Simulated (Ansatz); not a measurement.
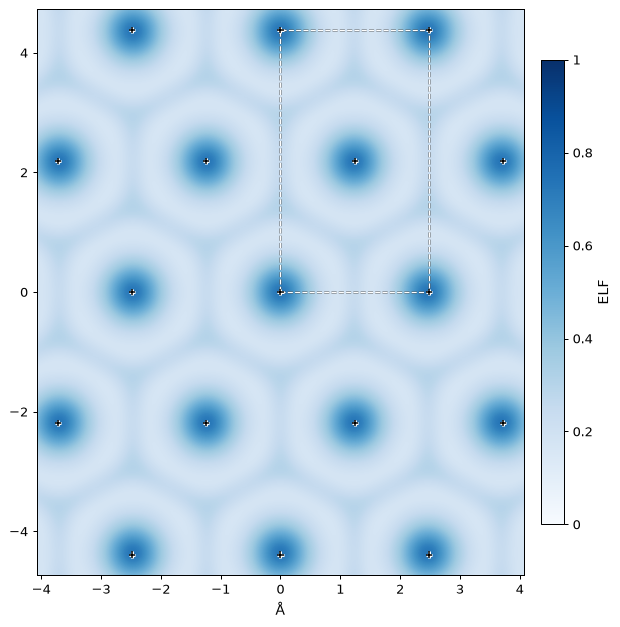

The ELF on a plane through atoms (crosses mark nuclei in the plane).

Level of theory: DFT, PBE, plane waves (420 eV) with PAW, scalar-relativistic (Ansatz 0.2.0).

Candidates:
A. Co, a = 2.49 Å, b = 2.49 Å, c = 4.03 Å, α = 90.01°, β = 89.98°, γ = 120.00°. Space group P6₃/mmc; set up as Co, beta-Sn type; a generated structure, not necessarily the stable one; changed on purpose from its base cell (volume × 1.0); spin-polarised.
B. Ni, a = 2.48 Å, b = 4.39 Å, c = 4.32 Å, α = 90.00°, β = 102.03°, γ = 90.00°. Space group C2/c; set up as Ni, beta-Sn type; a generated structure, not necessarily the stable one; changed on purpose from its base cell (volume × 1.04); computed pressure about −7 GPa in this cell; spin-polarised.

Which candidate gave the map?

Answer. Candidate B: Ni on the (001) plane of the conventional cell, which holds Ni. Ni–Ni (2.48 Å): the ELF is about 0.25 at the midpoint; no shared electron pair shows on this line. Ni–Ni (2.52 Å): the ELF is about 0.25 at the midpoint: no shared electron pair shows on this line.
